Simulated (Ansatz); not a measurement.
# Geometry relaxation, with input and output: SnO2

- system: SnO2 (6 atoms in the cell)
- method: DFT LDA, scalar-relativistic, plane waves, PAW, no spin polarisation (Ansatz 0.2.0)

The structure was made by swapping elements on the sites of another compound; it need not be a known phase. It belongs to a series of runs on one base structure; here: Zr -> Sn on all its sites, cell and atoms relaxed. Figures and captions count atoms from 1; the log counts them from 0 in places.

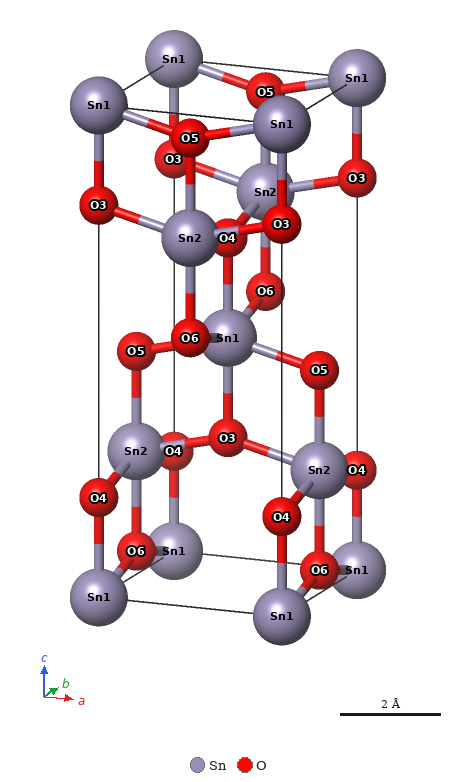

The input geometry (ball-and-stick view of the cell 2 times as large as that of the calculation, set on its symmetry axes, seen slightly off an axis; atoms are numbered from 1 in the order of the input).

### Input file
```yaml
crystal:
  lattice:
    - [-1.9833471132, 1.9833471132, 5.0949791853]
    - [1.9833471132, -1.9833471132, 5.0949791853]
    - [1.9833471132, 1.9833471132, -5.0949791853]
  atoms:
    - { symbol: Sn, position: [0.0, 0.0, 0.0] }
    - { symbol: Sn, position: [0.75, 0.25, 0.5] }
    - { symbol: O, position: [0.7970661505, 0.7970661505, 0.0] }
    - { symbol: O, position: [0.2029338495, 0.2029338495, 0.0] }
    - { symbol: O, position: [0.9529338495, 0.4529338495, 0.5] }
    - { symbol: O, position: [0.5470661505, 0.0470661505, 0.5] }
basis:
  ecutwfc: 420
kpoints:
  mp_grid: { grid: [10, 10, 10] }
hamiltonian:
  xc: lda
scf:
  occupations: { method: gaussian, width: 0.02 }
output:
  forces: true
  stress: true
  eigenvalues: true
relax:
  adjacent_minimum: "off"
  f_tol: 0.01
  max_steps: 60
  cell: { stress_tol: 0.1 }
```

Command:
```bash
ansatz run input.yaml --threads 1 --pin off --max-ram 2560MiB --backend cpu --events-out ev --progress --plain --runs-dir out
```

### The program's output
```
basis.fft_grid_basis auto: the FFT boxes are laid along the combinations [[1, 0, 1], [0, 1, 1], [0, 0, 1]] of the cell's own vectors, 3.967, 3.967 and 5.816 Å long. The dense box has 27×27×40 points. Along the cell's own vectors, as sized, it would have 40×40×40, 2.19 times as many. Of the 16 symmetry operations that the crystal satisfies within crystal.symmetry.tolerance (time reversal apart; of a slab, those that keep its plane) the dense box along the cell's own vectors carries 16, and the one as laid loses 14 of those. basis.fft_grid_basis: typed keeps the cell's own vectors: state it where this run's energies or levels are differenced outside the engine with another run's, or held beside a run that keeps those vectors.
Engine: ansatz 0.2.0, x86_64-unknown-linux-gnu
Pseudopotentials: kind: paw
Pseudopotential: Sn, paw, valence charge 14, recommended cutoff 420 eV (normal), Sn.paw.azcp
Pseudopotential: O, paw, valence charge 6, recommended cutoff 420 eV (normal), O.paw.azcp
Functional definition: SPW92
  exchange = slater_x
  correlation = pw_c
Crystal: 6 atoms, lattice volume = 80.168 Å³
Basis set: ecut = 420 eV, 1589 PW (Γ), FFT grids on a1+a3, a2+a3, a3
Bands: 32, of which v1, the nominal top of the filled ones, is band 26 counted from 1 (25 counted from 0)
Symmetry: 16 space group operations
Space group: I41/amd (ITA 141), of the structure as read, at distance tolerance 4.3e-5 Å
k-points: 102 of 1000
Non-local potential: Sn, projectors of the file, l = 0: 2, l = 1: 2, l = 2: 2, l = 3: 2
Non-local potential: O, projectors of the file, l = 0: 2, l = 1: 2, l = 2: 1
PAW form: soft (Blöchl's): semilocal exchange-correlation on the pseudo side does not see the compensation charge
PAW frozen core: Sn, regenerated for the run's functional, and the local potential with it (the file was generated under x = pbe(κ = 0.804, μ = 0.2195149727645171), c = pbe(β = 0.06672455060314922))
PAW frozen core: O, regenerated for the run's functional, and the local potential with it (the file was generated under x = pbe(κ = 0.804, μ = 0.2195149727645171), c = pbe(β = 0.06672455060314922))
PAW one-centre angular grid: Sn, 590 points (default); XC on 64 Gauss nodes
PAW one-centre angular grid: O, 110 points (default); XC on 64 Gauss nodes
Initial density: superposition of atomic densities (neutral atoms: chi_scale 0, normalization atom), corrected by the library's trained network
Initial wavefunctions: pseudopotential atomic-orbital guess
Functional: x = slater, c = lda
SCF iter   1: F=—  HF=-13979.873685 eV  |F-HF|=—  |Δ(HF+E_count)|=         —  Δρ=1.62e-2  dr2=1.77e-1  ethr=1.77e-3  ⟨swp⟩=6.4  Hψ=14627  notcnv=0  defer=3
preconditioner: auto → Resta (q_TF=auto, 2.538 Å⁻¹)  ε∞=3.4  [insulator: Δε(μ)=1.604 eV  Ē_g=19.112 eV  σ=0.020 eV  W_gap=1.00  n_scr=24 (ndim 8)  ℏωp=29.9 eV  f_vac=0.136  D(μ)=0.00/eV (n_scr^D=0)  ε∞_Penn≈3.4]
SCF iter   2: F=—  HF=-13979.822848 eV  |F-HF|=—  |Δ(HF+E_count)|=   5.08e-2  Δρ=4.32e-3  dr2=5.84e-3  ethr=3.41e-4  ⟨swp⟩=2.2  Hψ=5518  notcnv=0  defer=189
SCF iter   3: F=—  HF=-13979.820695 eV  |F-HF|=—  |Δ(HF+E_count)|=   2.15e-3  Δρ=1.86e-3  dr2=1.67e-3  ethr=1.12e-5  ⟨swp⟩=2.0  Hψ=6047  notcnv=0  defer=189
SCF iter   4: F=—  HF=-13979.820187 eV  |F-HF|=—  |Δ(HF+E_count)|=   5.09e-4  Δρ=3.17e-4  dr2=7.80e-5  ethr=3.20e-6  ⟨swp⟩=2.0  Hψ=5702  notcnv=0  defer=189
SCF iter   5: F=—  HF=-13979.820192 eV  |F-HF|=—  |Δ(HF+E_count)|=   5.37e-6  Δρ=7.32e-5  dr2=5.24e-6  ethr=1.50e-7  ⟨swp⟩=1.8  Hψ=4079  notcnv=0  defer=189
SCF iter   6: F=—  HF=-13979.820194 eV  |F-HF|=—  |Δ(HF+E_count)|=   1.70e-6  Δρ=1.45e-5  dr2=1.41e-7  ethr=1.01e-8  ⟨swp⟩=2.7  Hψ=4529  notcnv=0  defer=189
SCF iter   7: F=-13979.820194 eV  HF=-13979.820194 eV  |F-HF|=8.26e-10  |Δ(HF+E_count)|=  7.88e-10  Δρ=2.05e-6  dr2=3.11e-9  ethr=1.92e-10  ⟨swp⟩=10.2  Hψ=14324  notcnv=0
SCF 1 converged in 7 iterations: F = -13979.820194 eV  dr2 = 3.11e-9
  greatest PAW one-centre occupation: 0.997 electrons in one spin orbital (limit 2), on the Sn atom at site 1 (counted from 0), in its partial waves of l = 2
relax step   1: F+E_penalty+E_count = -13979.82019380 eV  Δ(F+E_penalty+E_count) = +0.000e0 eV  max|allowed force component| = 4.990e-3 eV/Å  Δτ_max = 0.0000 Å  P = +0.311 GPa  Ω = 80.168 Å³  (7 SCF iters, dr2 threshold 1.00e-7 eV, accepted)
Crystal: 6 atoms, lattice volume = 80.288 Å³
Initial density: handed on by an earlier stage of this run
Initial wavefunctions: those handed on with the density
iter 1 solved again at ethr=1.14e-7 eV; its pass at ethr=3.10e-3 eV (dr2=5.90e-5 eV) is discarded
SCF iter   1: F=—  HF=-13979.819652 eV  |F-HF|=—  |Δ(HF+E_count)|=         —  Δρ=2.98e-4  dr2=5.96e-5  ethr=1.14e-7  ⟨swp⟩=2.0  Hψ=16515  notcnv=0
preconditioner: auto → Resta (q_TF=auto, 2.538 Å⁻¹)  ε∞=3.4  [insulator: Δε(μ)=1.734 eV  Ē_g=19.163 eV  σ=0.020 eV  W_gap=1.00  n_scr=24 (ndim 8)  ℏωp=29.9 eV  f_vac=0.129  D(μ)=0.00/eV (n_scr^D=0)  ε∞_Penn≈3.4]
SCF iter   2: F=—  HF=-13979.819634 eV  |F-HF|=—  |Δ(HF+E_count)|=   1.75e-5  Δρ=8.79e-5  dr2=5.14e-6  ethr=1.14e-7  ⟨swp⟩=2.0  Hψ=4450  notcnv=0
SCF iter   3: F=—  HF=-13979.819633 eV  |F-HF|=—  |Δ(HF+E_count)|=   1.31e-6  Δρ=4.15e-5  dr2=1.69e-6  ethr=8.72e-10  ⟨swp⟩=6.9  Hψ=14982  notcnv=0
SCF iter   4: F=-13979.819632 eV  HF=-13979.819632 eV  |F-HF|=1.02e-8  |Δ(HF+E_count)|=   5.26e-7  Δρ=7.10e-6  dr2=7.17e-8  ethr=8.72e-10  ⟨swp⟩=3.0  Hψ=13029  notcnv=0
SCF 2 converged in 4 iterations: F = -13979.819632 eV  dr2 = 7.17e-8
relax step   2: F+E_penalty+E_count = -13979.81963223 eV  Δ(F+E_penalty+E_count) = +5.616e-4 eV  max|allowed force component| = 8.946e-3 eV/Å  Δτ_max = 0.0003 Å  P = +0.021 GPa  Ω = 80.288 Å³  energy of the carried Pulay correction = -7.607e-4 eV  (4 SCF iters, dr2 threshold 4.54e-7 eV, accepted)
Crystal: 6 atoms, lattice volume = 80.310 Å³
iter 1 solved again at ethr=5.81e-9 eV; its pass at ethr=3.10e-3 eV (dr2=3.02e-6 eV) is discarded
SCF iter   1: F=—  HF=-13979.819529 eV  |F-HF|=—  |Δ(HF+E_count)|=         —  Δρ=7.72e-5  dr2=3.07e-6  ethr=5.81e-9  ⟨swp⟩=3.0  Hψ=17879  notcnv=0
SCF iter   2: F=—  HF=-13979.819528 eV  |F-HF|=—  |Δ(HF+E_count)|=   7.61e-7  Δρ=3.58e-5  dr2=6.01e-7  ethr=5.81e-9  ⟨swp⟩=2.0  Hψ=4326  notcnv=0
SCF iter   3: F=—  HF=-13979.819528 eV  |F-HF|=—  |Δ(HF+E_count)|=   1.07e-7  Δρ=1.36e-5  dr2=1.44e-7  ethr=1.16e-9  ⟨swp⟩=2.0  Hψ=5503  notcnv=0
SCF iter   4: F=-13979.819528 eV  HF=-13979.819528 eV  |F-HF|=3.13e-10  |Δ(HF+E_count)|=   2.18e-8  Δρ=2.57e-6  dr2=6.92e-9  ethr=9.40e-11  ⟨swp⟩=5.1  Hψ=11339  notcnv=0
SCF 3 converged in 4 iterations: F = -13979.819528 eV  dr2 = 6.92e-9
relax step   3: F+E_penalty+E_count = -13979.81952769 eV  Δ(F+E_penalty+E_count) = +1.045e-4 eV  max|allowed force component| = 3.770e-3 eV/Å  Δτ_max = 0.0002 Å  P = -0.025 GPa  Ω = 80.310 Å³  energy of the carried Pulay correction = -9.053e-4 eV  (4 SCF iters, dr2 threshold 4.89e-8 eV, accepted)
Initial wavefunctions: pseudopotential atomic-orbital guess (no wavefunctions were taken with the density)
iter 1 solved again at ethr=3.14e-8 eV; its pass at ethr=3.10e-3 eV (dr2=1.63e-5 eV) is discarded
SCF iter   1: F=—  HF=-13979.820449 eV  |F-HF|=—  |Δ(HF+E_count)|=         —  Δρ=2.43e-5  dr2=6.21e-8  ethr=3.14e-8  ⟨swp⟩=3.7  Hψ=24487  notcnv=0
SCF iter   2: F=—  HF=-13979.820450 eV  |F-HF|=—  |Δ(HF+E_count)|=   7.21e-7  Δρ=1.19e-5  dr2=1.65e-8  ethr=1.19e-10  ⟨swp⟩=2.8  Hψ=5355  notcnv=0
SCF iter   3: F=—  HF=-13979.820450 eV  |F-HF|=—  |Δ(HF+E_count)|=   2.18e-8  Δρ=2.54e-6  dr2=1.48e-9  ethr=3.18e-11  ⟨swp⟩=2.2  Hψ=4042  notcnv=0
SCF iter   4: F=-13979.820450 eV  HF=-13979.820450 eV  |F-HF|=1.82e-11  |Δ(HF+E_count)|=  5.75e-10  Δρ=3.97e-7  dr2=1.48e-10  ethr=1.00e-12  ⟨swp⟩=5.5  Hψ=13012  notcnv=0
SCF 4 converged in 4 iterations: F = -13979.820450 eV  dr2 = 1.48e-10
relax step   4: F+E_penalty+E_count = -13979.82045011 eV  Δ(F+E_penalty+E_count) = -9.224e-4 eV  max|allowed force component| = 3.932e-3 eV/Å  Δτ_max = 0.0000 Å  P = -0.008 GPa  Ω = 80.310 Å³  stress off target by 7.93e-2 GPa  SCF on the basis re-selected at this cell (its energy is not comparable with the rows above)  (4 SCF iters)
```

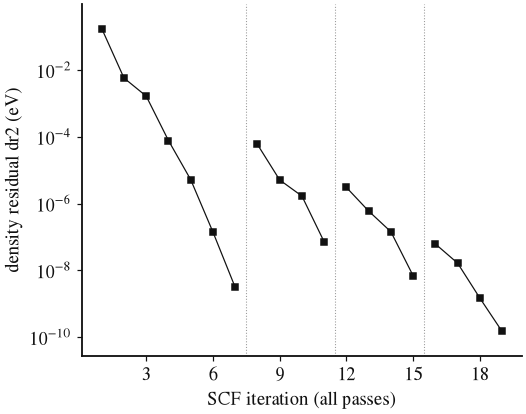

Convergence of the self-consistent field: density residual dr2 against the SCF iteration. The dotted lines part the SCF passes of the relaxation: geometry steps, rejected trials and re-solves on a re-selected basis. The passes take 7, 4, 4 and 4 iterations.

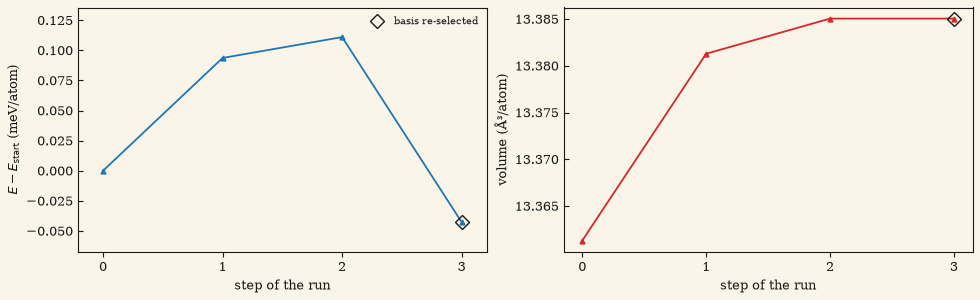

Progress of the relaxation, step by step (the first geometry is step 0 here and step 1 in the log). After 2 geometry steps the energy has risen by 0.1 meV per atom. The largest force component goes from 0.005 to 0.0039 eV/Å. Pressure: 0.31 GPa at the start and −0.01 GPa at the end. No atom moves by more than 0.005 Å relative to the cell. Cell: a = b 3.967 → 3.971 Å (+0.1 %), c 10.190 → 10.184 Å (−0.1 %). Volume +0.2 %. The space group stays I4_1/amd (No. 141). A last SCF at the same geometry on a re-selected plane-wave basis shifts the energy by −0.2 meV per atom. (Atoms are counted from 1 in the order of the input.)

```
basis re-selected at this cell: Δ(F+E_penalty+E_count) = -9.224e-4 eV, ΔP = +0.017 GPa vs the last step (what re-selecting the basis moved, of the pressure what is left beyond the Pulay correction that the steps carried, after the strain that the cell walked since its last selection, with what the two solves' SCF thresholds leave and, on support functions, any second-order correction that the steps lacked; it is no measure of the basis error at this ecutwfc). This SCF's stress stands 7.93e-2 GPa from its target on what of the cell is left free (relax.cell.stress_tol is 1.00e-1 GPa) and its largest allowed force component is 3.93e-3 eV/Å (relax.f_tol is 1.00e-2 eV/Å): within both
SCF converged after 4 iterations
Free energy (F): -13979.820450 eV
Harris-Foulkes:  -13979.820450 eV  (|F-HF|=1.82e-11)
Internal energy: -13979.820450 eV  (E = F + TS)
E sigma→0 (E₀):  -13979.820450 eV
Fermi energy:    7.751606 eV
--- Per-component energies (eV) ---
  E_band       = -223.445226
  E_kinetic    = 1080.962206
  E_local      = -3537.895804  (includes V_loc(G=0)·N_el)
  E_nonlocal   = 151.056510
  E_hartree    = 1770.418592
  E_xc         = -1041.505415
  E_vxc        = -563.767311  (∫ρ·V_xc dr)
  E_paw        = -8602.624503  (= ΣΔE_a)
  E_vpaw       = -894.648627  (= ΣTr[D̂ρ^β])
  E_aug_tail   = 0.010069  (compensation charges beyond the density's cutoff)
  E_ewald      = -3801.479588
  E_core_change = 1.237482  (= ΣΔE_core)
  E_smearing   = -0.000000  (= −TS)
  E_closure    = 0.000000  (closes the sum)
  Σ components = -13979.820450   (vs F -13979.820450, Δ=0.00e0)
--- Forces (eV/Å), atoms counted from 1 ---
  atom   1  Sn     0.00000000    -0.00000000     0.00000000
  atom   2  Sn     0.00000000    -0.00000000     0.00000000
  atom   3  O      0.00000000     0.00000000     0.00393225
  atom   4  O      0.00000000     0.00000000    -0.00393225
  atom   5  O      0.00000000     0.00000000    -0.00393225
  atom   6  O      0.00000000     0.00000000     0.00393225
  max |Σ_I F_I| component: 2.17e-18 eV/Å
--- Stress (GPa, compression-positive) ---
        0.027179       0.000000      -0.000000
        0.000000       0.027179      -0.000000
        0.000000      -0.000000      -0.079316
  P = ⅓ Tr σ = -0.0083 GPa (-0.083 kbar)
--- Band table (eV; the first three rows and the last of 102) ---
  k-point 0: bands = ["-13.4161", "-13.3925", "-13.2459", "-12.6785", "-12.5559", "-12.5559", "-12.3936", "-12.3819", "-12.3819", "-12.3464", "-11.4322", "-8.5763", "-7.8246", "-7.5412", "1.8033", "2.0172", "2.0172", "2.7096", "3.3582", "3.3582", "5.2083", "5.8158", "6.2085", "6.2085", "6.4921", "6.4921", "8.6183", "12.5403", "15.9981", "16.5838", "16.6364", "18.5185"]
  k-point 1: bands = ["-13.3961", "-13.3466", "-13.2022", "-12.7065", "-12.5585", "-12.5481", "-12.3961", "-12.3957", "-12.3877", "-12.3481", "-11.2973", "-8.6639", "-7.8495", "-7.7181", "0.7458", "2.2898", "2.3640", "2.8759", "3.1150", "3.9956", "5.4281", "5.6956", "5.8179", "6.2365", "6.3385", "6.5498", "9.2837", "12.6079", "16.2070", "16.6001", "16.6395", "17.8617"]
  k-point 2: bands = ["-13.3414", "-13.2171", "-13.0778", "-12.7837", "-12.5671", "-12.5261", "-12.4094", "-12.4035", "-12.4003", "-12.3555", "-10.9352", "-8.8984", "-8.1680", "-7.9456", "-0.2272", "1.8863", "2.1578", "3.0073", "4.2101", "4.9984", "5.0685", "5.3714", "5.9241", "5.9338", "6.3095", "6.6806", "10.5777", "12.8543", "16.4386", "16.5576", "16.6354", "16.8405"]
  k-point 101: bands = ["-13.5810", "-13.5810", "-12.7445", "-12.7445", "-12.6013", "-12.6013", "-12.3700", "-12.3700", "-12.3321", "-12.3321", "-10.5192", "-10.5192", "-7.2179", "-7.2179", "1.6110", "1.6110", "3.2469", "3.2469", "4.0524", "4.0524", "4.0809", "4.0809", "5.8410", "5.8410", "6.6002", "6.6002", "11.2583", "11.2583", "14.3425", "14.3425", "18.8679", "18.8679"]
--- Relaxed structure (3 steps of the walk, 3 accepted, 1 SCFs on fresh bases) ---
  F+E_penalty+E_count = -13979.82045011 eV   max|allowed force component| = 3.932e-3 eV/Å   (the final SCF, on the basis selected at the relaxed cell)
  cell:  # Å, volume = 80.3102 Å³
    - [-1.9856505182064241, 1.9856505182064241, 5.092197719920235]
    - [1.9856505182064241, -1.9856505182064241, 5.092197719920235]
    - [1.9856505182064241, 1.9856505182064241, -5.092197719920235]
  atoms:
    - { symbol: Sn, position: [2.6599769426282395e-21, 2.6599769426282474e-21, 9.988669151258421e-36] }
    - { symbol: Sn, position: [0.7500000000000001, 0.24999999999999997, 0.5000000000000001] }
    - { symbol: O, position: [0.7970141439153859, 0.7970141439153859, -9.157194245689985e-36] }
    - { symbol: O, position: [0.20298585608461403, 0.20298585608461403, 5.405228836311393e-36] }
    - { symbol: O, position: [0.9529858560846141, 0.4529858560846139, 0.5000000000000001] }
    - { symbol: O, position: [0.547014143915386, 0.047014143915386004, 0.5] }
```

### Trajectory as extended XYZ (Å, eV, eV/Å), 4 frames, from step=1 to step=4
```
6
Lattice="-1.9833 1.9833 5.0950 1.9833 -1.9833 5.0950 1.9833 1.9833 -5.0950" Properties=species:S:1:pos:R:3:forces:R:3 step=1 energy=-13979.82019 pressure_GPa=0.31
Sn    0.0000    0.0000    0.0000    0.0000   0.0000   0.0000
Sn    0.0000    1.9833    2.5475    0.0000   0.0000   0.0000
O     0.0000    0.0000    8.1221    0.0000   0.0000   0.0050
O     0.0000    0.0000    2.0679    0.0000   0.0000  -0.0050
O     0.0000    1.9833    4.6154    0.0000   0.0000  -0.0050
O     0.0000    1.9833    0.4796    0.0000   0.0000   0.0050
6
Lattice="-1.9849 1.9849 5.0946 1.9849 -1.9849 5.0946 1.9849 1.9849 -5.0946" Properties=species:S:1:pos:R:3:forces:R:3 step=2 energy=-13979.81963 pressure_GPa=0.02
Sn    0.0000    0.0000    0.0000    0.0000   0.0000   0.0000
Sn    0.0000    1.9849    2.5473    0.0000   0.0000   0.0000
O     0.0000    0.0000    8.1211    0.0000   0.0000   0.0089
O     0.0000    0.0000    2.0681    0.0000   0.0000  -0.0089
O     0.0000    1.9849    4.6153    0.0000   0.0000  -0.0089
O     0.0000    1.9849    0.4792    0.0000   0.0000   0.0089
6
Lattice="-1.9857 1.9857 5.0922 1.9857 -1.9857 5.0922 1.9857 1.9857 -5.0922" Properties=species:S:1:pos:R:3:forces:R:3 step=3 energy=-13979.81953 pressure_GPa=-0.03
Sn    0.0000    0.0000    0.0000    0.0000   0.0000   0.0000
Sn    0.0000    1.9857    2.5461    0.0000   0.0000   0.0000
O     0.0000    0.0000    8.1171    0.0000   0.0000   0.0038
O     0.0000    0.0000    2.0673    0.0000   0.0000  -0.0038
O     0.0000    1.9857    4.6134    0.0000   0.0000  -0.0038
O     0.0000    1.9857    0.4788    0.0000   0.0000   0.0038
6
Lattice="-1.9857 1.9857 5.0922 1.9857 -1.9857 5.0922 1.9857 1.9857 -5.0922" Properties=species:S:1:pos:R:3:forces:R:3 step=4 energy=-13979.82045 pressure_GPa=-0.01
Sn    0.0000    0.0000    0.0000    0.0000   0.0000   0.0000
Sn    0.0000    1.9857    2.5461    0.0000   0.0000   0.0000
O     0.0000    0.0000    8.1171    0.0000   0.0000   0.0039
O     0.0000    0.0000    2.0673    0.0000   0.0000  -0.0039
O     0.0000    1.9857    4.6134    0.0000   0.0000  -0.0039
O     0.0000    1.9857    0.4788    0.0000   0.0000   0.0039
```

### Key numbers

| quantity | value |
| --- | --- |
| outcome | converged |
| space group (tolerance 0.01 Å) | I4₁/amd (141) |
| electrons treated | 52 |
| free energy | −13979.8205 eV |
| Fermi energy | 7.752 eV |
| gap on the k-point mesh | 1.73 eV |
| pressure | −0.01 GPa |
| final volume | 80.31 Å³ |
| largest force (length of the vector) at the end | 0.004 eV/Å |
| final cell | a = 5.815 Å, b = 5.815 Å, c = 5.815 Å, α = 140.07°, β = 140.07°, γ = 57.75° |
| hardware | 1 thread of Oxide Virtual Turin-like (Zen 5), 32 GiB of memory available, shared host |
| wall time | 52 s |
| peak memory | 0.52 GiB |
